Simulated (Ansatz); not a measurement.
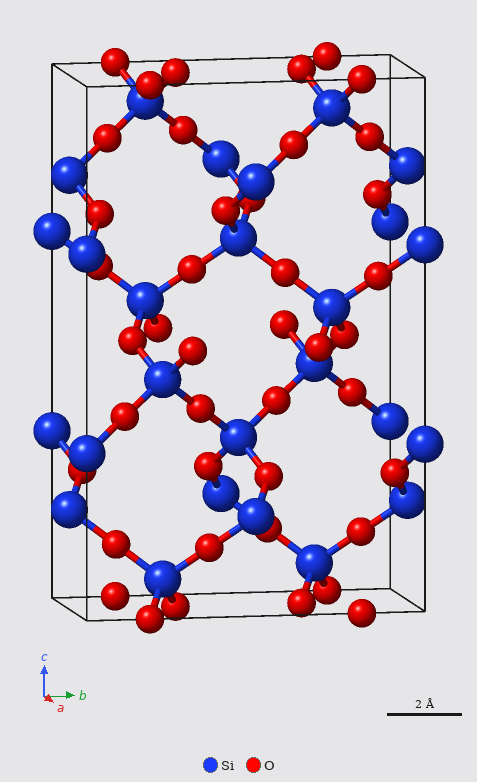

Figure 1. The input geometry (ball-and-stick view of the cell 4 times as large as that of the calculation, set on its symmetry axes, seen slightly off an axis). An atom can appear more than once, as a periodic image. Near neighbours in the periodic cell (some may lie outside the picture): Si has 4 O at 1.60 to 1.62 Å; O has 2 Si at 1.60 to 1.62 Å.

# SiO2: geometry relaxation (part 1 of 2)

- system: SiO2 (Fddd, 12 atoms in the cell)
- method: DFT LDA, scalar-relativistic, plane waves, PAW, no spin polarisation (Ansatz 0.2.0)

The structure derives from a Materials Project entry.

## Output
```
Engine: ansatz 0.2.0, x86_64-unknown-linux-gnu
Pseudopotentials: kind: paw
Pseudopotential: Si, paw, valence charge 4, recommended cutoff 420 eV (normal), Si.paw.azcp
Pseudopotential: O, paw, valence charge 6, recommended cutoff 420 eV (normal), O.paw.azcp
Functional definition: SPW92
  exchange = slater_x
  correlation = pw_c
Crystal: 12 atoms, lattice volume = 163.872 Å³
Basis set: ecut = 420 eV, 3169 PW (Γ)
Bands: 44, of which v1, the nominal top of the filled ones, is band 32 counted from 1 (31 counted from 0)
Symmetry: 8 space group operations
Space group: Fddd (ITA 70), of the structure as read, at distance tolerance 5.5e-5 Å
k-points: 46 of 216
Non-local potential: Si, projectors of the file, l = 0: 2, l = 1: 2, l = 2: 2
Non-local potential: O, projectors of the file, l = 0: 2, l = 1: 2, l = 2: 1
PAW form: soft (Blöchl's): semilocal exchange-correlation on the pseudo side does not see the compensation charge
PAW frozen core: Si, regenerated for the run's functional, and the local potential with it (the file was generated under x = pbe(κ = 0.804, μ = 0.2195149727645171), c = pbe(β = 0.06672455060314922))
PAW frozen core: O, regenerated for the run's functional, and the local potential with it (the file was generated under x = pbe(κ = 0.804, μ = 0.2195149727645171), c = pbe(β = 0.06672455060314922))
PAW one-centre angular grid: Si, 110 points (default); XC on 64 Gauss nodes
PAW one-centre angular grid: O, 110 points (default); XC on 64 Gauss nodes
Initial density: superposition of atomic densities (neutral atoms: chi_scale 0, normalization atom), corrected by the library's trained network
Initial wavefunctions: pseudopotential atomic-orbital guess
Functional: x = slater, c = lda
SCF iter   1: F=—  HF=-6890.743724 eV  |F-HF|=—  |Δ(HF+E_count)|=         —  Δρ=1.35e-2  dr2=2.71e-1  ethr=1.77e-3  ⟨swp⟩=7.5  Hψ=10478  notcnv=0  defer=40
preconditioner: auto → Resta (q_TF=auto, 2.333 Å⁻¹)  ε∞=3.0  [insulator: Δε(μ)=5.362 eV  Ē_g=16.397 eV  σ=0.020 eV  W_gap=1.00  n_scr=30 (ndim 8)  ℏωp=23.2 eV  f_vac=0.190  D(μ)=0.00/eV (n_scr^D=0)  ε∞_Penn≈3.0]
SCF iter   2: F=—  HF=-6890.666651 eV  |F-HF|=—  |Δ(HF+E_count)|=   7.71e-2  Δρ=3.57e-3  dr2=7.44e-3  ethr=4.24e-4  ⟨swp⟩=2.3  Hψ=3810  notcnv=0  defer=233
SCF iter   3: F=—  HF=-6890.664719 eV  |F-HF|=—  |Δ(HF+E_count)|=   1.93e-3  Δρ=1.63e-3  dr2=2.68e-3  ethr=1.16e-5  ⟨swp⟩=2.6  Hψ=3232  notcnv=0  defer=233
SCF iter   4: F=—  HF=-6890.663965 eV  |F-HF|=—  |Δ(HF+E_count)|=   7.55e-4  Δρ=1.41e-4  dr2=5.18e-5  ethr=4.19e-6  ⟨swp⟩=2.0  Hψ=2906  notcnv=0  defer=233
SCF iter   5: F=—  HF=-6890.663925 eV  |F-HF|=—  |Δ(HF+E_count)|=   3.94e-5  Δρ=3.43e-5  dr2=1.78e-6  ethr=8.09e-8  ⟨swp⟩=3.0  Hψ=3534  notcnv=0  defer=233
SCF iter   6: F=—  HF=-6890.663926 eV  |F-HF|=—  |Δ(HF+E_count)|=   5.34e-7  Δρ=1.43e-5  dr2=2.42e-7  ethr=1.56e-10  ⟨swp⟩=13.4  Hψ=11298  notcnv=0
SCF iter   7: F=-6890.663926 eV  HF=-6890.663926 eV  |F-HF|=4.56e-8  |Δ(HF+E_count)|=   1.17e-8  Δρ=7.46e-6  dr2=6.57e-8  ethr=1.56e-10  ⟨swp⟩=5.0  Hψ=7552  notcnv=0
SCF 1 converged in 7 iterations: F = -6890.663926 eV  dr2 = 6.57e-8
  greatest PAW one-centre occupation: 0.858 electrons in one spin orbital (limit 2), on the O atom at site 11 (counted from 0), in its partial waves of l = 0
relax step   1: F+E_penalty+E_count = -6890.66392571 eV  Δ(F+E_penalty+E_count) = +0.000e0 eV  max|allowed force component| = 7.350e-2 eV/Å  Δτ_max = 0.0000 Å  P = -1.719 GPa  Ω = 163.872 Å³  (7 SCF iters, dr2 threshold 1.00e-7 eV, accepted)
Crystal: 12 atoms, lattice volume = 163.047 Å³
Initial density: handed on by an earlier stage of this run
Initial wavefunctions: those handed on with the density
iter 1 solved again at ethr=3.00e-6 eV; its pass at ethr=3.10e-3 eV (dr2=1.92e-3 eV) is discarded
SCF iter   1: F=—  HF=-6890.675077 eV  |F-HF|=—  |Δ(HF+E_count)|=         —  Δρ=1.05e-3  dr2=1.61e-3  ethr=3.00e-6  ⟨swp⟩=4.4  Hψ=7769  notcnv=0
preconditioner: auto → Resta (q_TF=auto, 2.335 Å⁻¹)  ε∞=3.0  [insulator: Δε(μ)=5.571 eV  Ē_g=16.580 eV  σ=0.020 eV  W_gap=1.00  n_scr=30 (ndim 8)  ℏωp=23.3 eV  f_vac=0.173  D(μ)=0.00/eV (n_scr^D=0)  ε∞_Penn≈3.0]
SCF iter   2: F=—  HF=-6890.674557 eV  |F-HF|=—  |Δ(HF+E_count)|=   5.20e-4  Δρ=3.50e-4  dr2=1.54e-4  ethr=2.52e-6  ⟨swp⟩=2.0  Hψ=3152  notcnv=0
SCF iter   3: F=—  HF=-6890.674434 eV  |F-HF|=—  |Δ(HF+E_count)|=   1.23e-4  Δρ=1.54e-4  dr2=4.50e-5  ethr=2.40e-7  ⟨swp⟩=2.0  Hψ=2822  notcnv=0
SCF iter   4: F=-6890.674418 eV  HF=-6890.674418 eV  |F-HF|=3.24e-7  |Δ(HF+E_count)|=   1.58e-5  Δρ=2.25e-5  dr2=8.15e-7  ethr=1.87e-9  ⟨swp⟩=8.0  Hψ=12666  notcnv=0
SCF 2 converged in 4 iterations: F = -6890.674418 eV  dr2 = 8.15e-7
relax step   2: F+E_penalty+E_count = -6890.67441847 eV  Δ(F+E_penalty+E_count) = -1.049e-2 eV  max|allowed force component| = 4.391e-2 eV/Å  Δτ_max = 0.0021 Å  P = -0.874 GPa  Ω = 163.047 Å³  energy of the carried Pulay correction = +3.974e-3 eV  (4 SCF iters, dr2 threshold 1.20e-6 eV, accepted)
Crystal: 12 atoms, lattice volume = 162.132 Å³
iter 1 solved again at ethr=3.66e-6 eV; its pass at ethr=3.10e-3 eV (dr2=2.34e-3 eV) is discarded
SCF iter   1: F=—  HF=-6890.682149 eV  |F-HF|=—  |Δ(HF+E_count)|=         —  Δρ=1.15e-3  dr2=1.97e-3  ethr=3.66e-6  ⟨swp⟩=4.5  Hψ=7887  notcnv=0  defer=1
preconditioner: auto → Resta (q_TF=auto, 2.337 Å⁻¹)  ε∞=3.0  [insulator: Δε(μ)=5.605 eV  Ē_g=16.626 eV  σ=0.020 eV  W_gap=1.00  n_scr=30 (ndim 8)  ℏωp=23.3 eV  f_vac=0.171  D(μ)=0.00/eV (n_scr^D=0)  ε∞_Penn≈3.0]
SCF iter   2: F=—  HF=-6890.681527 eV  |F-HF|=—  |Δ(HF+E_count)|=   6.22e-4  Δρ=3.96e-4  dr2=1.97e-4  ethr=3.08e-6  ⟨swp⟩=2.0  Hψ=3162  notcnv=0
SCF iter   3: F=—  HF=-6890.681391 eV  |F-HF|=—  |Δ(HF+E_count)|=   1.36e-4  Δρ=1.75e-4  dr2=5.85e-5  ethr=3.08e-7  ⟨swp⟩=1.3  Hψ=2278  notcnv=0
SCF iter   4: F=-6890.681373 eV  HF=-6890.681373 eV  |F-HF|=4.53e-7  |Δ(HF+E_count)|=   1.83e-5  Δρ=2.83e-5  dr2=1.04e-6  ethr=1.87e-9  ⟨swp⟩=7.8  Hψ=12650  notcnv=0
SCF 3 converged in 4 iterations: F = -6890.681373 eV  dr2 = 1.04e-6
  greatest PAW one-centre occupation: 0.859 electrons in one spin orbital (limit 2), on the O atom at site 11 (counted from 0), in its partial waves of l = 0
relax step   3: F+E_penalty+E_count = -6890.68137328 eV  Δ(F+E_penalty+E_count) = -6.955e-3 eV  max|allowed force component| = 2.481e-2 eV/Å  Δτ_max = 0.0030 Å  P = +0.052 GPa  Ω = 162.132 Å³  energy of the carried Pulay correction = +8.406e-3 eV  (4 SCF iters, dr2 threshold 1.20e-6 eV, accepted)
Crystal: 12 atoms, lattice volume = 162.054 Å³
Basis set: ecut = 420 eV, 3161 PW (Γ)
iter 1 solved again at ethr=1.54e-7 eV; its pass at ethr=3.10e-3 eV (dr2=9.89e-5 eV) is discarded
SCF iter   1: F=—  HF=-6890.682023 eV  |F-HF|=—  |Δ(HF+E_count)|=         —  Δρ=3.03e-4  dr2=1.17e-4  ethr=1.54e-7  ⟨swp⟩=3.3  Hψ=7944  notcnv=0
preconditioner: auto → Resta (q_TF=auto, 2.337 Å⁻¹)  ε∞=3.0  [insulator: Δε(μ)=5.594 eV  Ē_g=16.612 eV  σ=0.020 eV  W_gap=1.00  n_scr=30 (ndim 8)  ℏωp=23.3 eV  f_vac=0.172  D(μ)=0.00/eV (n_scr^D=0)  ε∞_Penn≈3.0]
SCF iter   2: F=—  HF=-6890.681984 eV  |F-HF|=—  |Δ(HF+E_count)|=   3.98e-5  Δρ=1.42e-4  dr2=2.77e-5  ethr=1.54e-7  ⟨swp⟩=2.5  Hψ=3147  notcnv=0
SCF iter   3: F=—  HF=-6890.681899 eV  |F-HF|=—  |Δ(HF+E_count)|=   8.45e-5  Δρ=5.71e-5  dr2=3.69e-6  ethr=4.33e-8  ⟨swp⟩=2.0  Hψ=3119  notcnv=0
SCF iter   4: F=—  HF=-6890.681898 eV  |F-HF|=—  |Δ(HF+E_count)|=   9.79e-7  Δρ=1.10e-5  dr2=1.39e-7  ethr=5.77e-9  ⟨swp⟩=2.0  Hψ=3065  notcnv=0
SCF iter   5: F=-6890.681898 eV  HF=-6890.681898 eV  |F-HF|=1.30e-9  |Δ(HF+E_count)|=   1.65e-8  Δρ=2.85e-6  dr2=1.16e-8  ethr=6.01e-11  ⟨swp⟩=8.1  Hψ=9768  notcnv=0
SCF 4 converged in 5 iterations: F = -6890.681898 eV  dr2 = 1.16e-8
relax step   4: F+E_penalty+E_count = -6890.68189801 eV  Δ(F+E_penalty+E_count) = -5.247e-4 eV  max|allowed force component| = 4.166e-3 eV/Å  Δτ_max = 0.0028 Å  P = -0.006 GPa  Ω = 162.054 Å³  energy of the carried Pulay correction = +8.782e-3 eV  (5 SCF iters, dr2 threshold 3.85e-8 eV, accepted)
Initial wavefunctions: pseudopotential atomic-orbital guess (no wavefunctions were taken with the density)
iter 1 solved again at ethr=3.21e-7 eV; its pass at ethr=3.10e-3 eV (dr2=2.06e-4 eV) is discarded
SCF iter   1: F=—  HF=-6890.673512 eV  |F-HF|=—  |Δ(HF+E_count)|=         —  Δρ=1.09e-4  dr2=2.75e-6  ethr=3.21e-7  ⟨swp⟩=4.2  Hψ=16069  notcnv=0
preconditioner: auto → Resta (q_TF=auto, 2.337 Å⁻¹)  ε∞=3.0  [insulator: Δε(μ)=5.595 eV  Ē_g=16.613 eV  σ=0.020 eV  W_gap=1.00  n_scr=30 (ndim 8)  ℏωp=23.3 eV  f_vac=0.172  D(μ)=0.00/eV (n_scr^D=0)  ε∞_Penn≈3.0]
SCF iter   2: F=—  HF=-6890.673513 eV  |F-HF|=—  |Δ(HF+E_count)|=   9.23e-7  Δρ=5.07e-5  dr2=7.09e-7  ethr=4.29e-9  ⟨swp⟩=2.0  Hψ=3196  notcnv=0
SCF iter   3: F=—  HF=-6890.673513 eV  |F-HF|=—  |Δ(HF+E_count)|=   9.70e-8  Δρ=1.76e-5  dr2=6.36e-8  ethr=1.11e-9  ⟨swp⟩=2.0  Hψ=3127  notcnv=0
SCF iter   4: F=—  HF=-6890.673513 eV  |F-HF|=—  |Δ(HF+E_count)|=   1.28e-8  Δρ=6.21e-7  dr2=4.15e-10  ethr=9.94e-11  ⟨swp⟩=3.0  Hψ=3559  notcnv=0
SCF iter   5: F=-6890.673513 eV  HF=-6890.673513 eV  |F-HF|=5.82e-11  |Δ(HF+E_count)|=  5.82e-11  Δρ=2.98e-7  dr2=1.07e-10  ethr=1.00e-12  ⟨swp⟩=6.4  Hψ=8163  notcnv=0
SCF 5 converged in 5 iterations: F = -6890.673513 eV  dr2 = 1.07e-10
relax step   5: F+E_penalty+E_count = -6890.67351341 eV  Δ(F+E_penalty+E_count) = +8.385e-3 eV  max|allowed force component| = 4.254e-3 eV/Å  Δτ_max = 0.0000 Å  P = -0.093 GPa  Ω = 162.054 Å³  stress off target by 1.24e-1 GPa  SCF on the basis re-selected at this cell (its energy is not comparable with the rows above)  (5 SCF iters)
basis re-selected at this cell: Δ(F+E_penalty+E_count) = +8.385e-3 eV, ΔP = -0.087 GPa vs the last step (what re-selecting the basis moved, of the pressure what is left beyond the Pulay correction that the steps carried, after the strain that the cell walked since its last selection, with what the two solves' SCF thresholds leave and, on support functions, any second-order correction that the steps lacked; it is no measure of the basis error at this ecutwfc). This SCF's stress stands 1.24e-1 GPa from its target on what of the cell is left free (relax.cell.stress_tol is 5.00e-2 GPa) and its largest allowed force component is 4.25e-3 eV/Å (relax.f_tol is 5.00e-3 eV/Å): not within both, so this SCF does not close the relaxation
Crystal: 12 atoms, lattice volume = 161.945 Å³
iter 1 solved again at ethr=4.65e-8 eV; its pass at ethr=3.10e-3 eV (dr2=2.98e-5 eV) is discarded
SCF iter   1: F=—  HF=-6890.674090 eV  |F-HF|=—  |Δ(HF+E_count)|=         —  Δρ=1.35e-4  dr2=2.60e-5  ethr=4.65e-8  ⟨swp⟩=2.7  Hψ=7675  notcnv=0
preconditioner: auto → Resta (q_TF=auto, 2.337 Å⁻¹)  ε∞=3.0  [insulator: Δε(μ)=5.600 eV  Ē_g=16.618 eV  σ=0.020 eV  W_gap=1.00  n_scr=30 (ndim 8)  ℏωp=23.3 eV  f_vac=0.172  D(μ)=0.00/eV (n_scr^D=0)  ε∞_Penn≈3.0]
SCF iter   2: F=—  HF=-6890.674082 eV  |F-HF|=—  |Δ(HF+E_count)|=   8.00e-6  Δρ=5.52e-5  dr2=3.30e-6  ethr=4.06e-8  ⟨swp⟩=2.0  Hψ=3120  notcnv=0
SCF iter   3: F=—  HF=-6890.674081 eV  |F-HF|=—  |Δ(HF+E_count)|=   1.05e-6  Δρ=2.21e-5  dr2=7.85e-7  ethr=5.16e-9  ⟨swp⟩=2.0  Hψ=2987  notcnv=0
SCF iter   4: F=-6890.674081 eV  HF=-6890.674081 eV  |F-HF|=5.92e-9  |Δ(HF+E_count)|=   2.32e-7  Δρ=3.21e-6  dr2=1.53e-8  ethr=5.97e-11  ⟨swp⟩=6.3  Hψ=10381  notcnv=0
SCF 6 converged in 4 iterations: F = -6890.674081 eV  dr2 = 1.53e-8
relax step   6: F+E_penalty+E_count = -6890.67408092 eV  Δ(F+E_penalty+E_count) = -5.675e-4 eV  max|allowed force component| = 3.141e-4 eV/Å  Δτ_max = 0.0007 Å  P = -0.003 GPa  Ω = 161.945 Å³  energy of the carried Pulay correction = +5.306e-4 eV  (4 SCF iters, dr2 threshold 3.82e-8 eV, accepted)
iter 1 solved again at ethr=3.12e-7 eV; its pass at ethr=3.10e-3 eV (dr2=2.00e-4 eV) is discarded
SCF iter   1: F=—  HF=-6890.673482 eV  |F-HF|=—  |Δ(HF+E_count)|=         —  Δρ=9.23e-6  dr2=3.60e-8  ethr=3.12e-7  ⟨swp⟩=4.2  Hψ=16078  notcnv=0
eigensolver tolerance schedule: the retry pair's looser diagonalisation over-reported the residual by 5550.75 of it (diagonalisation noise at 1.27 of the residual, at the tolerance the schedule requests for it); recorded, not acted on — ethr = c·dr2/N_el stays at c = 1.0e-1
preconditioner: auto → Resta (q_TF=auto, 2.337 Å⁻¹)  ε∞=3.0  [insulator: Δε(μ)=5.599 eV  Ē_g=16.617 eV  σ=0.020 eV  W_gap=1.00  n_scr=30 (ndim 8)  ℏωp=23.3 eV  f_vac=0.172  D(μ)=0.00/eV (n_scr^D=0)  ε∞_Penn≈3.0]
SCF iter   2: F=—  HF=-6890.673488 eV  |F-HF|=—  |Δ(HF+E_count)|=   5.96e-6  Δρ=4.52e-6  dr2=1.68e-8  ethr=5.62e-11  ⟨swp⟩=3.1  Hψ=4524  notcnv=0
SCF iter   3: F=—  HF=-6890.673488 eV  |F-HF|=—  |Δ(HF+E_count)|=  9.51e-10  Δρ=2.18e-6  dr2=3.40e-9  ethr=2.62e-11  ⟨swp⟩=2.2  Hψ=3324  notcnv=0
SCF iter   4: F=—  HF=-6890.673488 eV  |F-HF|=—  |Δ(HF+E_count)|=   1.77e-9  Δρ=6.58e-7  dr2=4.21e-10  ethr=5.31e-12  ⟨swp⟩=2.0  Hψ=2778  notcnv=0
SCF iter   5: F=-6890.673488 eV  HF=-6890.673488 eV  |F-HF|=6.37e-11  |Δ(HF+E_count)|=  1.64e-10  Δρ=2.95e-7  dr2=1.01e-10  ethr=1.00e-12  ⟨swp⟩=5.5  Hψ=7362  notcnv=0
SCF 7 converged in 5 iterations: F = -6890.673488 eV  dr2 = 1.01e-10
relax step   7: F+E_penalty+E_count = -6890.67348769 eV  Δ(F+E_penalty+E_count) = +5.932e-4 eV  max|allowed force component| = 3.006e-4 eV/Å  Δτ_max = 0.0000 Å  P = -0.006 GPa  Ω = 161.945 Å³  stress off target by 1.17e-2 GPa  SCF on the basis re-selected at this cell (its energy is not comparable with the rows above)  (5 SCF iters)
```

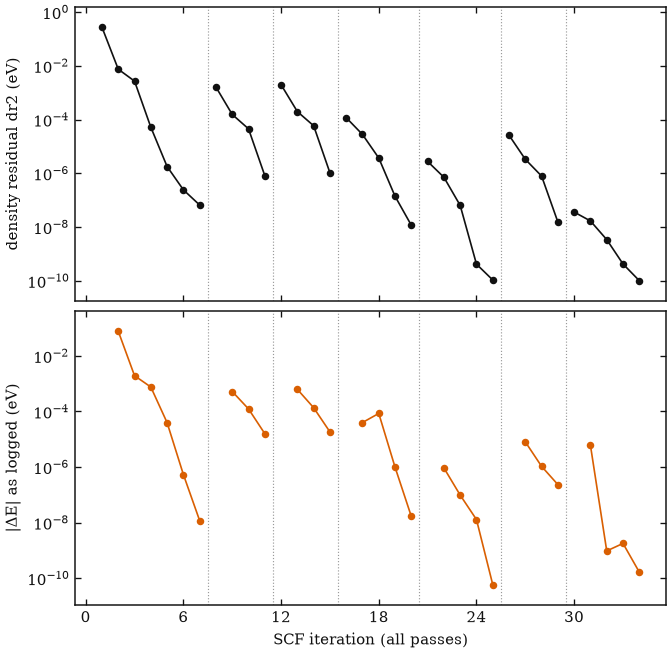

Figure 2. Convergence of the self-consistent field: density residual dr2 and size of the energy change against the SCF iteration. The dotted lines part the SCF passes of the relaxation: geometry steps, rejected trials and re-solves on a re-selected basis. The 7 passes take 4 to 7 iterations each, 34 in all.

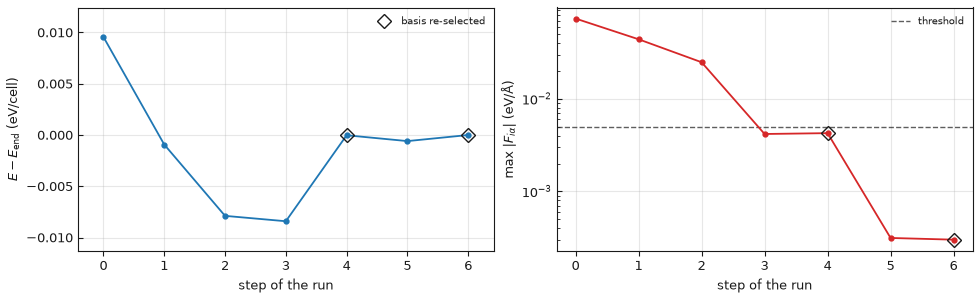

Figure 3. Progress of the relaxation, step by step (the first geometry is step 0 here and step 1 in the log).

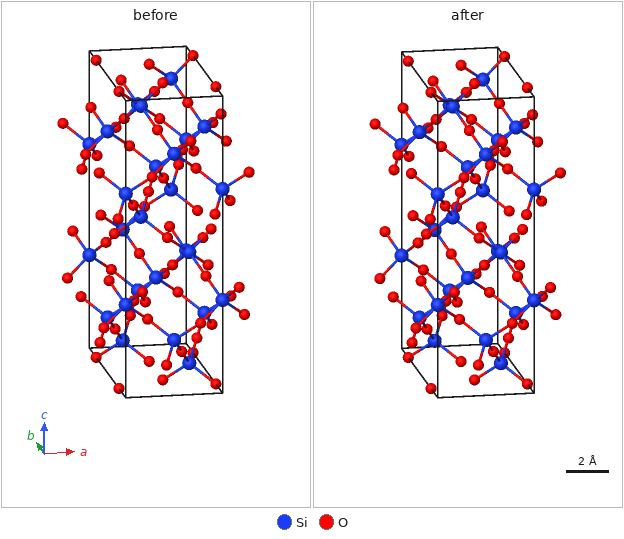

Figure 4. Before (left) and after (right) the relaxation, at one scale (ball-and-stick view of the cell 4 times as large as that of the calculation, set on its symmetry axes, with bonded neighbours outside it, seen slightly off an axis). The largest moves relative to the cell, 0.009 Å, are those of O9, O10, O11 and O12. Largest moves by element: O 0.009 Å, Si 0.002 Å. The drawn cell changes as follows: a 4.719 → 4.694 Å (−0.5 %), b 9.433 → 9.397 Å (−0.4 %), c 14.726 → 14.684 Å (−0.3 %); the volume changes by −1.2 %. Among the contacts that change: Si1–O10 1.618 → 1.613 Å, Si1–O6 1.602 → 1.597 Å. The space group stays Fddd (No. 70). The energy falls by 10.2 meV per cell of the calculation in 4 geometry steps. The largest force component goes from 0.074 to 0.0003 eV/Å. The pressure goes from −1.72 to −0.01 GPa. 1 further SCF at an unchanged geometry re-selected the plane-wave basis for the new cell. The energy change given includes the shifts at the re-selections in mid-walk, which come without any move. A last SCF at the same geometry on a re-selected plane-wave basis shifts the energy by +0.6 meV per cell of the calculation. (Atoms are counted from 1 in the order of the input.)
